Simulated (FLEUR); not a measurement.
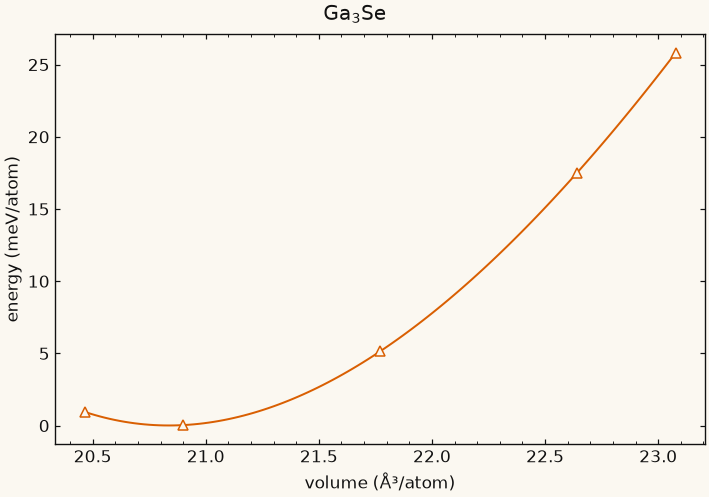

The picture above shows the energy against volume for Ga₃Se, space group Pm-3m (No. 221).

Cell as given: a = 4.432 Å, b = 4.432 Å, c = 4.432 Å, α = 90.00°, β = 90.00°, γ = 90.00°; 4 atoms.

How it was computed, with FLEUR MaX-R8.1 (later development tree): all-electron LAPW DFT, no spin polarisation; energies at scaled volumes of the given cell, shape and fractions fixed, counted from the fit's minimum, third-order Birch-Murnaghan fit. Level: r2SCAN.

k mesh 6×6×6; occupations Fermi–Dirac; smearing width 0.05 eV; potentials all electron; program settings basis FLAPW, kmax 4.1 1/bohr.

Give the fitted equation-of-state parameters.

A third-order Birch–Murnaghan fit gives V0 = 20.84 Å³/atom, B0 = 43.5 GPa and B′ = 5.9.

The computed values:

| volume (Å³/atom) | energy (meV/atom) |
| --- | --- |
| 20.46 | 0.95 |
| 20.90 | 0.01 |
| 21.77 | 5.15 |
| 22.64 | 17.50 |
| 23.08 | 25.83 |
